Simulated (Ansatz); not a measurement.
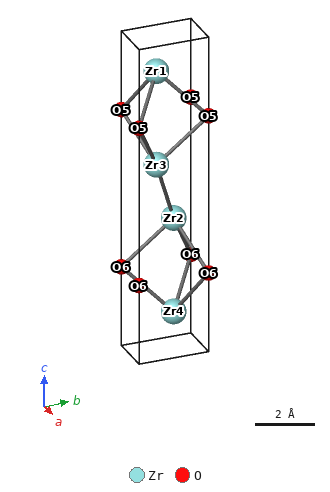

*The input geometry (ball-and-stick view of the cell of the calculation, seen slightly off an axis; atoms are numbered from 1 in the order of the input). An atom can appear more than once, as a periodic image.*

# Run report: Zr$_{2}$O, geometry relaxation (part 1 of 2)

The run: geometry relaxation of Zr$_{2}$O (P6₃/mmc, 6 atoms in the cell). Method and program: DFT PBEsol, scalar-relativistic, plane waves, PAW, no spin polarisation (Ansatz 0.2.0).

The structure was made by swapping elements on the sites of another compound; it need not be a known phase. It belongs to a series of runs on one base structure; here: Hf -> Zr, S -> O on all its sites, cell and atoms relaxed. Figures and captions count atoms from 1; the log counts them from 0 in places.

## What the program printed
```
Engine: ansatz 0.2.0, x86_64-unknown-linux-gnu
Pseudopotentials: kind: paw
Pseudopotential: Zr, paw, valence charge 12, recommended cutoff 420 eV (normal), Zr.paw.azcp
Pseudopotential: O, paw, valence charge 6, recommended cutoff 420 eV (normal), O.paw.azcp
Functional definition: PBEsol
  exchange = pbesol_x
  correlation = pbesol_c
Crystal: 6 atoms, lattice volume = 94.169 Å³
Basis set: ecut = 420 eV, 1801 PW (Γ), exchange–correlation on 48×48×150 points (8 copies of the dense FFT grid, shifted against one another)
Bands: 36, of which v1, the nominal top of the filled ones, is band 30 counted from 1 (29 counted from 0)
Symmetry: 24 space group operations
Space group: P63/mmc (ITA 194), of the structure as read, at distance tolerance 4.5e-5 Å
k-points: 14 of 72
Non-local potential: Zr, projectors of the file, l = 0: 3, l = 1: 2, l = 2: 2, l = 3: 2
Non-local potential: O, projectors of the file, l = 0: 2, l = 1: 2, l = 2: 1
PAW form: soft (Blöchl's): semilocal exchange-correlation on the pseudo side does not see the compensation charge
PAW frozen core: Zr, regenerated for the run's functional, and the local potential with it (the file was generated under x = pbe(κ = 0.804, μ = 0.2195149727645171), c = pbe(β = 0.06672455060314922))
PAW frozen core: O, regenerated for the run's functional, and the local potential with it (the file was generated under x = pbe(κ = 0.804, μ = 0.2195149727645171), c = pbe(β = 0.06672455060314922))
PAW one-centre angular grid: Zr, 590 points (default); XC on 64 Gauss nodes
PAW one-centre angular grid: O, 110 points (default); XC on 64 Gauss nodes
Initial density: superposition of atomic densities (neutral atoms: chi_scale 0, normalization atom), corrected by the library's trained network
Initial wavefunctions: pseudopotential atomic-orbital guess
Functional: x = pbesol(κ = 0.804, μ = 0.12345679012345678), c = pbesol(β = 0.046)
SCF iter   1: F=—  HF=-17640.269387 eV  |F-HF|=—  |Δ(HF+E_count)|=         —  Δρ=1.33e-2  dr2=1.96e-1  ethr=1.77e-3  ⟨swp⟩=4.4  Hψ=1909  notcnv=0
preconditioner: auto → Resta (q_TF=auto, 2.531 Å⁻¹)  ε∞=3.7  [insulator: Δε(μ)=0.194 eV  Ē_g=16.874 eV  σ=0.100 eV  W_gap=0.79  n_scr=26 (ndim 8)  ℏωp=27.6 eV  f_vac=0.000  D(μ)=0.72/eV (n_scr^D=4)  ε∞_Penn≈3.7]
SCF iter   2: F=—  HF=-17640.232028 eV  |F-HF|=—  |Δ(HF+E_count)|=   3.74e-2  Δρ=4.30e-3  dr2=1.88e-2  ethr=3.27e-4  ⟨swp⟩=2.0  Hψ=793  notcnv=0  defer=16
SCF iter   3: F=—  HF=-17640.227998 eV  |F-HF|=—  |Δ(HF+E_count)|=   4.03e-3  Δρ=1.60e-3  dr2=2.41e-3  ethr=3.13e-5  ⟨swp⟩=2.0  Hψ=590  notcnv=0  defer=16
SCF iter   4: F=—  HF=-17640.227492 eV  |F-HF|=—  |Δ(HF+E_count)|=   5.06e-4  Δρ=2.23e-4  dr2=4.20e-5  ethr=4.02e-6  ⟨swp⟩=2.2  Hψ=694  notcnv=0  defer=16
SCF iter   5: F=—  HF=-17640.227486 eV  |F-HF|=—  |Δ(HF+E_count)|=   5.65e-6  Δρ=4.94e-5  dr2=1.95e-6  ethr=7.00e-8  ⟨swp⟩=2.3  Hψ=773  notcnv=0  defer=16
SCF iter   6: F=-17640.227486 eV  HF=-17640.227486 eV  |F-HF|=1.82e-9  |Δ(HF+E_count)|=   3.38e-8  Δρ=8.22e-6  dr2=7.40e-8  ethr=1.67e-10  ⟨swp⟩=7.6  Hψ=2314  notcnv=0
SCF 1 converged in 6 iterations: F = -17640.227486 eV  dr2 = 7.40e-8
  greatest PAW one-centre occupation: 0.997 electrons in one spin orbital (limit 2), on the Zr atom at site 3 (counted from 0), in its partial waves of l = 0
relax step   1: F+E_penalty+E_count = -17640.22748641 eV  Δ(F+E_penalty+E_count) = +0.000e0 eV  max|allowed force component| = 3.235e0 eV/Å  Δτ_max = 0.0000 Å  P = +3.877 GPa  Ω = 94.169 Å³  (6 SCF iters, dr2 threshold 1.00e-7 eV, accepted)
Crystal: 6 atoms, lattice volume = 98.547 Å³
Basis set: ecut = 420 eV, 1969 PW (Γ), exchange–correlation on 48×48×150 points (8 copies of the dense FFT grid, shifted against one another)
Initial density: handed on by an earlier stage of this run
Initial wavefunctions: those handed on with the density
SCF iter   1: F=—  HF=-17642.136740 eV  |F-HF|=—  |Δ(HF+E_count)|=         —  Δρ=4.13e-2  dr2=5.79e0  ethr=3.10e-3  ⟨swp⟩=7.6  Hψ=2185  notcnv=0
preconditioner: auto → Kerker (q_TF=auto, 2.512 Å⁻¹)  [metal: Δε(μ)=0.036 eV  Ē_g=5.601 eV  σ=0.100 eV  W_gap=0.20  n_scr=26 (ndim 8)  ℏωp=18.3 eV  f_vac=0.000  D(μ)=5.77/eV (n_scr^D=64)]
SCF iter   2: F=—  HF=-17641.422490 eV  |F-HF|=—  |Δ(HF+E_count)|=   7.14e-1  Δρ=2.27e-2  dr2=2.25e0  ethr=3.10e-3  ⟨swp⟩=2.0  Hψ=756  notcnv=0  defer=12
SCF iter   3: F=—  HF=-17640.933687 eV  |F-HF|=—  |Δ(HF+E_count)|=   4.89e-1  Δρ=6.23e-3  dr2=1.11e-1  ethr=3.10e-3  ⟨swp⟩=2.6  Hψ=779  notcnv=0  defer=12
SCF iter   4: F=—  HF=-17640.911381 eV  |F-HF|=—  |Δ(HF+E_count)|=   2.23e-2  Δρ=2.98e-3  dr2=9.30e-3  ethr=1.85e-4  ⟨swp⟩=2.0  Hψ=738  notcnv=0  defer=12
SCF iter   5: F=—  HF=-17640.909239 eV  |F-HF|=—  |Δ(HF+E_count)|=   2.14e-3  Δρ=5.50e-4  dr2=3.02e-4  ethr=1.55e-5  ⟨swp⟩=2.0  Hψ=643  notcnv=0  defer=12
SCF iter   6: F=—  HF=-17640.909223 eV  |F-HF|=—  |Δ(HF+E_count)|=   1.61e-5  Δρ=1.13e-4  dr2=1.40e-5  ethr=5.03e-7  ⟨swp⟩=2.2  Hψ=696  notcnv=0  defer=12
SCF iter   7: F=—  HF=-17640.909224 eV  |F-HF|=—  |Δ(HF+E_count)|=   6.37e-7  Δρ=2.89e-5  dr2=8.33e-7  ethr=2.33e-8  ⟨swp⟩=2.0  Hψ=648  notcnv=0  defer=12
SCF iter   8: F=-17640.909224 eV  HF=-17640.909224 eV  |F-HF|=1.37e-8  |Δ(HF+E_count)|=   1.11e-7  Δρ=6.04e-6  dr2=4.53e-8  ethr=1.00e-9  ⟨swp⟩=9.2  Hψ=1948  notcnv=0
SCF 2 converged in 8 iterations: F = -17640.909224 eV  dr2 = 4.53e-8
  greatest PAW one-centre occupation: 0.996 electrons in one spin orbital (limit 2), on the Zr atom at site 3 (counted from 0), in its partial waves of l = 0
relax step   2: F+E_penalty+E_count = -17640.90922374 eV  Δ(F+E_penalty+E_count) = -6.817e-1 eV  max|allowed force component| = 1.020e0 eV/Å  Δτ_max = 0.1985 Å  P = -4.545 GPa  Ω = 98.547 Å³  energy of the carried Pulay correction = -8.149e-3 eV  (8 SCF iters, dr2 threshold 6.00e-7 eV, accepted)
Crystal: 6 atoms, lattice volume = 96.027 Å³
Basis set: ecut = 420 eV, 1897 PW (Γ), exchange–correlation on 48×48×150 points (8 copies of the dense FFT grid, shifted against one another)
iter 1 solved again at ethr=6.57e-4 eV; its pass at ethr=3.10e-3 eV (dr2=3.94e-1 eV) is discarded
SCF iter   1: F=—  HF=-17641.172311 eV  |F-HF|=—  |Δ(HF+E_count)|=         —  Δρ=1.10e-2  dr2=4.00e-1  ethr=6.57e-4  ⟨swp⟩=1.0  Hψ=2401  notcnv=0
preconditioner: auto → Kerker (q_TF=auto, 2.523 Å⁻¹)  [metal: Δε(μ)=0.057 eV  Ē_g=7.455 eV  σ=0.100 eV  W_gap=0.31  n_scr=26 (ndim 8)  ℏωp=20.1 eV  f_vac=0.000  D(μ)=5.01/eV (n_scr^D=52)]
SCF iter   2: F=—  HF=-17641.121760 eV  |F-HF|=—  |Δ(HF+E_count)|=   5.06e-2  Δρ=6.27e-3  dr2=1.56e-1  ethr=6.57e-4  ⟨swp⟩=1.5  Hψ=544  notcnv=0
SCF iter   3: F=—  HF=-17641.090517 eV  |F-HF|=—  |Δ(HF+E_count)|=   3.12e-2  Δρ=5.42e-3  dr2=4.83e-2  ethr=2.59e-4  ⟨swp⟩=2.0  Hψ=717  notcnv=0
SCF iter   4: F=—  HF=-17641.080876 eV  |F-HF|=—  |Δ(HF+E_count)|=   9.64e-3  Δρ=1.25e-3  dr2=1.56e-3  ethr=8.05e-5  ⟨swp⟩=2.0  Hψ=739  notcnv=0  defer=1
SCF iter   5: F=—  HF=-17641.080570 eV  |F-HF|=—  |Δ(HF+E_count)|=   3.06e-4  Δρ=2.56e-4  dr2=5.16e-5  ethr=2.60e-6  ⟨swp⟩=2.1  Hψ=651  notcnv=0  defer=1
SCF iter   6: F=—  HF=-17641.080568 eV  |F-HF|=—  |Δ(HF+E_count)|=   1.55e-6  Δρ=5.98e-5  dr2=3.04e-6  ethr=8.60e-8  ⟨swp⟩=2.0  Hψ=631  notcnv=0  defer=1
SCF iter   7: F=-17641.080569 eV  HF=-17641.080569 eV  |F-HF|=1.04e-8  |Δ(HF+E_count)|=   4.13e-7  Δρ=1.23e-5  dr2=1.54e-7  ethr=1.00e-9  ⟨swp⟩=8.0  Hψ=2264  notcnv=0
SCF 3 converged in 7 iterations: F = -17641.080569 eV  dr2 = 1.54e-7
relax step   3: F+E_penalty+E_count = -17641.08056859 eV  Δ(F+E_penalty+E_count) = -1.713e-1 eV  max|allowed force component| = 1.803e-1 eV/Å  Δτ_max = 0.0477 Å  P = -1.365 GPa  Ω = 96.027 Å³  energy of the carried Pulay correction = -3.504e-3 eV  (7 SCF iters, dr2 threshold 6.00e-7 eV, accepted)
Crystal: 6 atoms, lattice volume = 95.120 Å³
Basis set: ecut = 420 eV, 1837 PW (Γ), exchange–correlation on 48×48×150 points (8 copies of the dense FFT grid, shifted against one another)
iter 1 solved again at ethr=6.86e-5 eV; its pass at ethr=3.10e-3 eV (dr2=4.11e-2 eV) is discarded
SCF iter   1: F=—  HF=-17641.105335 eV  |F-HF|=—  |Δ(HF+E_count)|=         —  Δρ=3.53e-3  dr2=4.08e-2  ethr=6.86e-5  ⟨swp⟩=1.2  Hψ=2259  notcnv=0
preconditioner: auto → Kerker (q_TF=auto, 2.527 Å⁻¹)  [metal: Δε(μ)=0.095 eV  Ē_g=7.559 eV  σ=0.100 eV  W_gap=0.49  n_scr=26 (ndim 8)  ℏωp=20.1 eV  f_vac=0.000  D(μ)=4.17/eV (n_scr^D=38)]
SCF iter   2: F=—  HF=-17641.100104 eV  |F-HF|=—  |Δ(HF+E_count)|=   5.23e-3  Δρ=2.02e-3  dr2=1.49e-2  ethr=6.80e-5  ⟨swp⟩=1.3  Hψ=516  notcnv=0
SCF iter   3: F=—  HF=-17641.097107 eV  |F-HF|=—  |Δ(HF+E_count)|=   3.00e-3  Δρ=1.85e-3  dr2=5.43e-3  ethr=2.49e-5  ⟨swp⟩=2.0  Hψ=672  notcnv=0
SCF iter   4: F=—  HF=-17641.096024 eV  |F-HF|=—  |Δ(HF+E_count)|=   1.08e-3  Δρ=3.76e-4  dr2=2.02e-4  ethr=9.06e-6  ⟨swp⟩=2.0  Hψ=671  notcnv=0
SCF iter   5: F=—  HF=-17641.095980 eV  |F-HF|=—  |Δ(HF+E_count)|=   4.45e-5  Δρ=1.34e-4  dr2=2.17e-5  ethr=3.36e-7  ⟨swp⟩=2.0  Hψ=666  notcnv=0
SCF iter   6: F=-17641.095976 eV  HF=-17641.095976 eV  |F-HF|=3.90e-9  |Δ(HF+E_count)|=   3.67e-6  Δρ=1.90e-5  dr2=3.62e-7  ethr=1.00e-9  ⟨swp⟩=4.2  Hψ=2187  notcnv=0
SCF 4 converged in 6 iterations: F = -17641.095976 eV  dr2 = 3.62e-7
relax step   4: F+E_penalty+E_count = -17641.09597604 eV  Δ(F+E_penalty+E_count) = -1.541e-2 eV  max|allowed force component| = 1.017e-2 eV/Å  Δτ_max = 0.0123 Å  P = +0.207 GPa  Ω = 95.120 Å³  energy of the carried Pulay correction = -1.802e-3 eV  (6 SCF iters, dr2 threshold 6.00e-7 eV, accepted)
Initial wavefunctions: pseudopotential atomic-orbital guess (no wavefunctions were taken with the density)
iter 1 solved again at ethr=1.48e-8 eV; its pass at ethr=3.10e-3 eV (dr2=8.89e-6 eV) is discarded
SCF iter   1: F=—  HF=-17641.097550 eV  |F-HF|=—  |Δ(HF+E_count)|=         —  Δρ=8.94e-5  dr2=1.13e-6  ethr=1.48e-8  ⟨swp⟩=3.6  Hψ=3463  notcnv=0
preconditioner: auto → Resta (q_TF=auto, 2.527 Å⁻¹)  ε∞=8.0  [insulator: Δε(μ)=0.099 eV  Ē_g=7.598 eV  σ=0.100 eV  W_gap=0.51  n_scr=26 (ndim 8)  ℏωp=20.1 eV  f_vac=0.000  D(μ)=4.32/eV (n_scr^D=50)  ε∞_Penn≈8.0]
SCF iter   2: F=—  HF=-17641.097549 eV  |F-HF|=—  |Δ(HF+E_count)|=   6.88e-7  Δρ=4.48e-5  dr2=3.22e-7  ethr=1.88e-9  ⟨swp⟩=2.0  Hψ=630  notcnv=0
SCF iter   3: F=—  HF=-17641.097550 eV  |F-HF|=—  |Δ(HF+E_count)|=   1.18e-6  Δρ=9.14e-6  dr2=4.06e-8  ethr=5.36e-10  ⟨swp⟩=2.0  Hψ=584  notcnv=0
iter 4 did not close the SCF: its close was put off for the readings that it lacked (scf_convergence_deferred on its scf_iter line)
SCF iter   4: F=-17641.097551 eV  HF=-17641.097551 eV  |F-HF|=1.68e-9  |Δ(HF+E_count)|=   2.46e-8  Δρ=2.33e-6  dr2=3.89e-9  ethr=6.77e-11  ⟨swp⟩=2.0  Hψ=629  notcnv=0
iter 5 did not close the SCF: its close was put off for the readings that it lacked (scf_convergence_deferred on its scf_iter line)
SCF iter   5: F=-17641.097551 eV  HF=-17641.097551 eV  |F-HF|=0.00e0  |Δ(HF+E_count)|=   2.01e-9  Δρ=1.83e-7  dr2=1.88e-11  ethr=6.48e-12  ⟨swp⟩=2.0  Hψ=631  notcnv=0
SCF iter   6: F=-17641.097551 eV  HF=-17641.097551 eV  |F-HF|=3.64e-12  |Δ(HF+E_count)|=    0.00e0  Δρ=2.81e-8  dr2=9.52e-13  ethr=1.00e-12  ⟨swp⟩=2.4  Hψ=1345  notcnv=0
SCF 5 converged in 6 iterations: F = -17641.097551 eV  dr2 = 9.52e-13
relax step   5: F+E_penalty+E_count = -17641.09755050 eV  Δ(F+E_penalty+E_count) = -1.574e-3 eV  max|allowed force component| = 1.049e-2 eV/Å  Δτ_max = 0.0000 Å  P = +0.217 GPa  Ω = 95.120 Å³  stress off target by 4.14e-1 GPa  SCF on the basis re-selected at this cell (its energy is not comparable with the rows above)  (6 SCF iters)
```

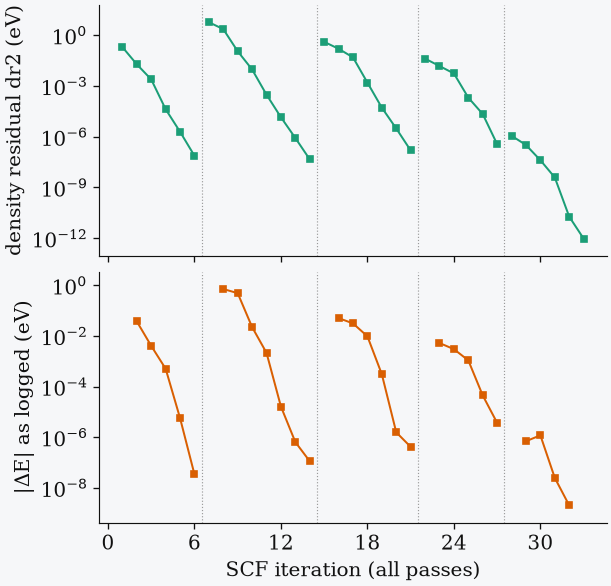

*Convergence of the self-consistent field: density residual dr2 and size of the energy change against the SCF iteration. The dotted lines part the SCF passes of the relaxation: geometry steps, rejected trials and re-solves on a re-selected basis.*

The 5 passes take 6 to 8 iterations each, 33 in all.

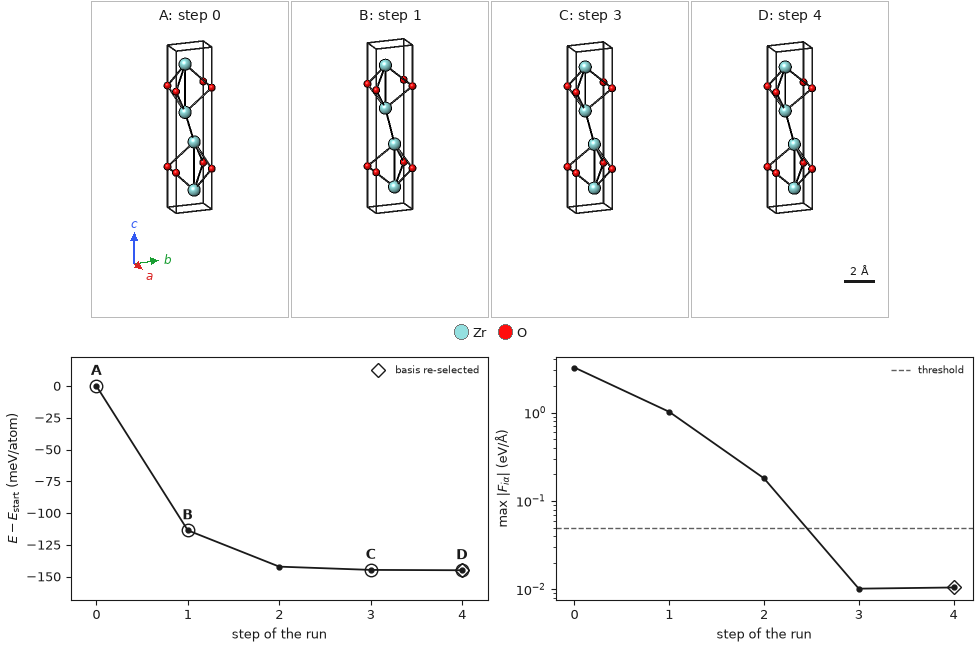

*Frames of the relaxation (ball-and-stick view of the cell of the calculation, seen slightly off an axis) above the curves, on which the letters mark them (the first geometry is step 0 here and step 1 in the log).*
